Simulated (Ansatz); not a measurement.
TiSi4 (interface cell)

The calculation's input:

```
crystal:
  lattice:
    - [7.639500029, 0.0, 0.0]
    - [-3.8197500145, 6.6160010973, 0.0]
    - [0.0, 0.0, 19.0520710853]
  atoms:
    - { symbol: Si, position: [0.1666666667, 0.3333333333, 0.026243866] }
    - { symbol: Si, position: [0.6666666667, 0.3333333333, 0.026243866] }
    - { symbol: Si, position: [0.1666666667, 0.8333333333, 0.026243866] }
    - { symbol: Si, position: [0.6666666667, 0.8333333333, 0.026243866] }
    - { symbol: Si, position: [0.0, 0.5, 0.0671687189] }
    - { symbol: Si, position: [0.5, 0.5, 0.0671687189] }
    - { symbol: Si, position: [0.0, 1.0, 0.0671687189] }
    - { symbol: Si, position: [0.5, 1.0, 0.0671687189] }
    - { symbol: Si, position: [0.0, 0.5, 0.1899432776] }
    - { symbol: Si, position: [0.5, 0.5, 0.1899432776] }
    - { symbol: Si, position: [0.0, 1.0, 0.1899432776] }
    - { symbol: Si, position: [0.5, 1.0, 0.1899432776] }
    - { symbol: Si, position: [-0.1666666667, 0.6666666667, 0.2308681305] }
    - { symbol: Si, position: [0.3333333333, 0.6666666667, 0.2308681305] }
    - { symbol: Si, position: [-0.1666666667, 1.1666666667, 0.2308681305] }
    - { symbol: Si, position: [0.3333333333, 1.1666666667, 0.2308681305] }
    - { symbol: Si, position: [-0.1666666667, 0.6666666667, 0.3536426892] }
    - { symbol: Si, position: [0.3333333333, 0.6666666667, 0.3536426892] }
    - { symbol: Si, position: [-0.1666666667, 1.1666666667, 0.3536426892] }
    - { symbol: Si, position: [0.3333333333, 1.1666666667, 0.3536426892] }
    - { symbol: Si, position: [-0.3333333333, 0.8333333333, 0.3945675421] }
    - { symbol: Si, position: [0.1666666667, 0.8333333333, 0.3945675421] }
    - { symbol: Si, position: [-0.3333333333, 1.3333333333, 0.3945675421] }
    - { symbol: Si, position: [0.1666666667, 1.3333333333, 0.3945675421] }
    - { symbol: Ti, position: [0.1666666667, 1.3333333333, 0.5410083142] }
    - { symbol: Ti, position: [-0.5, 2.0, 0.5410083142] }
    - { symbol: Ti, position: [-0.1666666667, 1.6666666667, 0.5410083142] }
    - { symbol: Si, position: [-0.4966480488, 1.3333333333, 0.5410083142] }
    - { symbol: Si, position: [-0.1633147155, 2.0, 0.5410083142] }
    - { symbol: Si, position: [0.1700186179, 1.6666666667, 0.5410083142] }
    - { symbol: Si, position: [-0.170038351, 1.3333333333, 0.5410083142] }
    - { symbol: Si, position: [0.1632949823, 2.0, 0.5410083142] }
    - { symbol: Si, position: [-0.5033716844, 1.6666666667, 0.5410083142] }
    - { symbol: Ti, position: [-0.1667767094, 1.1665368341, 0.6539399074] }
    - { symbol: Ti, position: [0.1665566239, 1.8332035008, 0.6539399074] }
    - { symbol: Ti, position: [-0.5001100427, 1.4998701674, 0.6539399074] }
    - { symbol: Si, position: [0.1699283083, 1.1665368341, 0.6539399074] }
    - { symbol: Si, position: [-0.4967383583, 1.8332035008, 0.6539399074] }
    - { symbol: Si, position: [-0.163405025, 1.4998701674, 0.6539399074] }
    - { symbol: Si, position: [-0.5034619939, 1.1665368341, 0.6539399074] }
    - { symbol: Si, position: [-0.1701286606, 1.8332035008, 0.6539399074] }
    - { symbol: Si, position: [0.1632046727, 1.4998701674, 0.6539399074] }
    - { symbol: Ti, position: [-0.0001298326, 0.9997403349, 0.7668715006] }
    - { symbol: Ti, position: [-0.6667964992, 1.6664070015, 0.7668715006] }
    - { symbol: Ti, position: [-0.3334631659, 1.3330736682, 0.7668715006] }
    - { symbol: Si, position: [-0.663444548, 0.9997403349, 0.7668715006] }
    - { symbol: Si, position: [-0.3301112147, 1.6664070015, 0.7668715006] }
    - { symbol: Si, position: [0.0032221186, 1.3330736682, 0.7668715006] }
    - { symbol: Si, position: [-0.3368348503, 0.9997403349, 0.7668715006] }
    - { symbol: Si, position: [-0.0035015169, 1.6664070015, 0.7668715006] }
    - { symbol: Si, position: [-0.6701681836, 1.3330736682, 0.7668715006] }
    - { symbol: Ti, position: [-0.3335732086, 0.8329438357, 0.8798030939] }
    - { symbol: Ti, position: [-0.0002398753, 1.4996105023, 0.8798030939] }
    - { symbol: Ti, position: [-0.6669065419, 1.166277169, 0.8798030939] }
    - { symbol: Si, position: [0.0031318091, 0.8329438357, 0.8798030939] }
    - { symbol: Si, position: [-0.6635348576, 1.4996105023, 0.8798030939] }
    - { symbol: Si, position: [-0.3302015242, 1.166277169, 0.8798030939] }
    - { symbol: Si, position: [-0.6702584931, 0.8329438357, 0.8798030939] }
    - { symbol: Si, position: [-0.3369251598, 1.4996105023, 0.8798030939] }
    - { symbol: Si, position: [-0.0035918265, 1.166277169, 0.8798030939] }
basis:
  ecutwfc: 420
kpoints:
  mp_grid: { grid: [6, 6, 2] }
hamiltonian:
  xc: lda
scf:
  occupations: { method: gaussian, width: 0.1 }
output:
  forces: true
  stress: true
  eigenvalues: true
  populations: true
  write_density: true
  write_potential: true
  elf: true
  volumetric_format: npy
relax:
  adjacent_minimum: "off"
  f_tol: 0.02
  max_steps: 70
  cell: { fix: [a, b, gamma, alpha, beta], stress_tol: 0.15 }
```

Command:

```sh
ansatz run input.yaml --threads 8 --pin off --max-ram 28672MiB --backend cpu --events-out ev --progress --plain --runs-dir out
```

The fields are those of the run's last geometry, not of the input's.

Computed pressure about 5 GPa in this cell; computed without spin polarisation.

Level of theory: Ansatz, DFT LDA, scalar-relativistic, plane waves, PAW.

In a PAW calculation such maps are meaningful between the atoms, not at the nuclei.

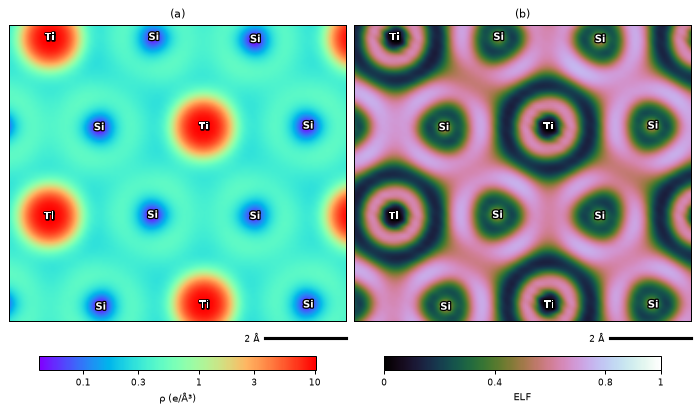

Figure 1. (a) valence electron density; (b) electron localisation function on the (001) plane of the calculation cell.

### Read the bonding off the picture.

- Atoms in the plane: Ti and Si.
- Ti–Si (2.52 Å): ρ is about 0.37 e/Å³ halfway; the ELF peaks at about 0.75 in the valence shell of Si, 0.9 Å from its nucleus, and is about 0.40 at the midpoint.
- Si–Si (2.53 Å): ρ at the midpoint is about 0.37 e/Å³; the ELF peaks at about 0.65 between the atoms.
- Between the atoms the lowest density in this plane is 0.27 e/Å³.
- The features right at Ti lie inside the PAW spheres, where the map follows smoothed inner orbitals and isn't to be read closely.

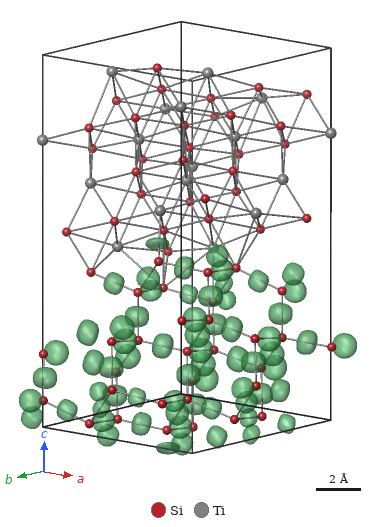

Figure 2. Isosurface of the electron localisation function at 0.85 (green), seen at an oblique angle. Core shells and regions of very low density are left out. Sticks mark near contacts.

### Identify the bonds, lone pairs and shells in this picture.

The surface consists of 44 regions between bonded Si–Si atoms and two lobes of the valence shell of Si pointing towards Ti (polar bonds), counted in one cell of 60 atoms. Any copies at cell faces, edges or corners count once. Profiles from the grid: Si–Si (2.32 Å): the ELF peaks at about 0.95 between the atoms. Ti–Si (2.47 Å): the ELF peaks at about 0.90 in the valence shell of Si, 0.9 Å from its nucleus, and is about 0.65 at the midpoint.

### Metal or insulator at this level of theory?

It is gapless in this calculation (a metal or semimetal).
